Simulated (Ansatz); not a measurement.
**Si: density, localisation and related maps**

The calculation's input:

```
crystal:
  lattice:
    - [3.4838235419, -4.1016645466, 0.0]
    - [3.4838235419, 4.1016645466, 0.0]
    - [0.0, 0.0, 4.4068472686]
  atoms:
    - { symbol: Si, position: [0.6052519594, 0.3947480406, 0.3069328056] }
    - { symbol: Si, position: [0.8947480406, 0.1052519594, 0.3069328056] }
    - { symbol: Si, position: [0.3947480406, 0.6052519594, 0.6930671944] }
    - { symbol: Si, position: [0.1052519594, 0.8947480406, 0.6930671944] }
    - { symbol: Si, position: [0.75, 0.75, 0.0] }
    - { symbol: Si, position: [0.25, 0.25, 0.0] }
basis:
  ecutwfc: 420
kpoints:
  mp_grid: { grid: [8, 8, 8] }
hamiltonian:
  xc: pbe
scf:
  occupations: { method: gaussian, width: 0.1 }
output:
  forces: true
  stress: true
  eigenvalues: true
  write_density: true
  write_potential: true
  elf: true
  volumetric_format: npy
relax:
  adjacent_minimum: "off"
  f_tol: 0.01
  max_steps: 80
  cell: { stress_tol: 0.05 }
```

Run with:

```sh
ansatz run input.yaml --threads 1 --pin off --max-ram 2560MiB --backend cpu --events-out ev --progress --plain --runs-dir out
```

Below, planes, directions and counts refer to the conventional cell (a = 6.97 Å, b = 8.23 Å, c = 4.39 Å, α = 90.00°, β = 90.00°, γ = 90.00°).

The fields are those of the relaxed geometry.

Space group Cmme; a structure generated by program, which may or may not match a known phase.

All numbers below come from DFT PBE, scalar-relativistic, plane waves, PAW in Ansatz.

The density is the valence pseudo-density of a PAW calculation; it isn't the true density close to the nuclei.

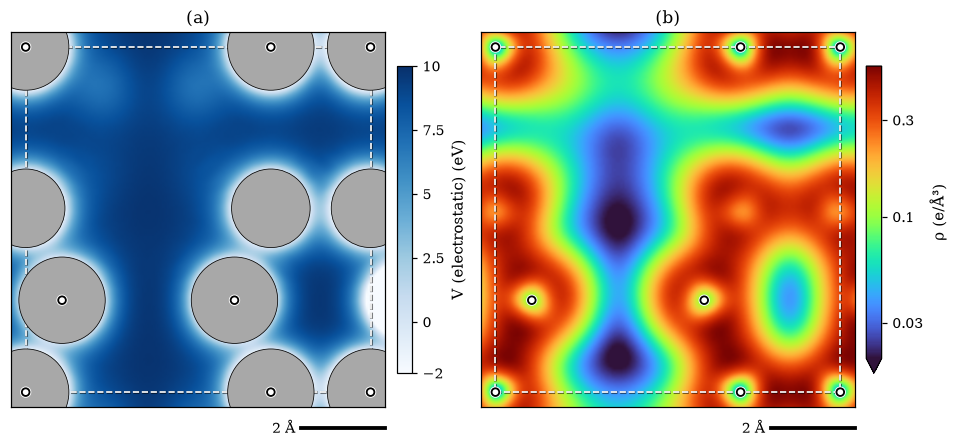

Figure 1. (a) electrostatic potential (local pseudopotential plus Hartree) felt by an electron; (b) valence charge density (pseudo) on the (101) plane of the conventional cell. Circles mark the nuclei in the plane (Si). Grey discs cover the atomic cores in the potential map.

Q: What does the map show?

A: Atoms in the plane: Si.
Atoms just off the plane (Si, 0.4 Å away) can leave unmarked features too.
Si–Si (2.37 Å): the density is about 0.54 e/Å³ at the midpoint.
Between the atoms the lowest density in this plane is 0.02 e/Å³.
Outside the cores the potential energy rises away from the atoms and is highest about 2.5 Å from the nearest atoms; its zero is arbitrary.

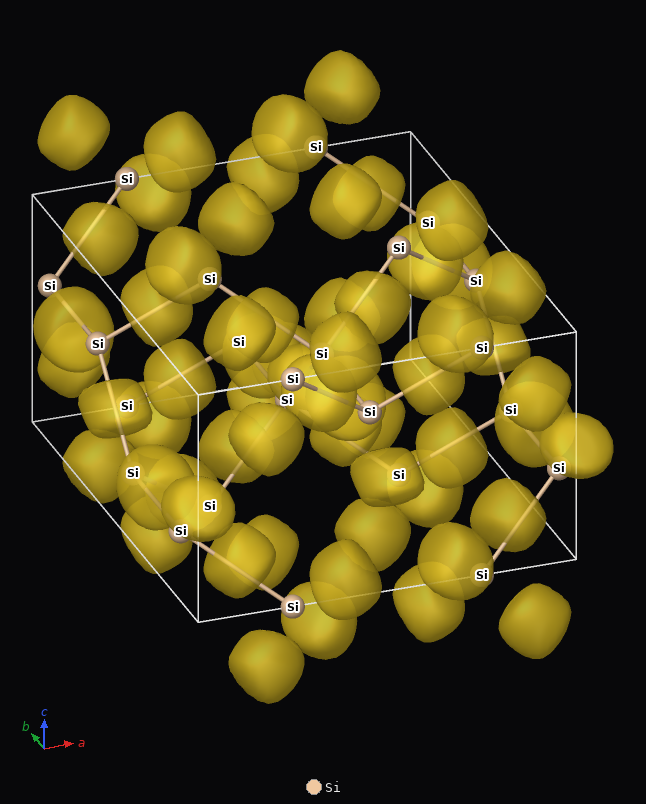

Figure 2. Isosurface of the ELF at 0.8 (yellow), seen at an oblique angle. Core shells and regions of very low density are left out. Sticks mark near contacts.

Q: What do the ELF domains correspond to?

A: The ELF exceeds this value in 24 regions between bonded Si–Si atoms, counted in one cell of 12 atoms. Regions shared between cells count once.


Si–Si (2.37 Å): the ELF peaks at about 0.95 between the atoms. Si–Si (2.42 Å): the ELF peaks at about 0.95 between the atoms.

Q: Does the calculation make it a metal, or give it a gap?

A: It is metallic or semimetallic at this level of theory: no gap opens.
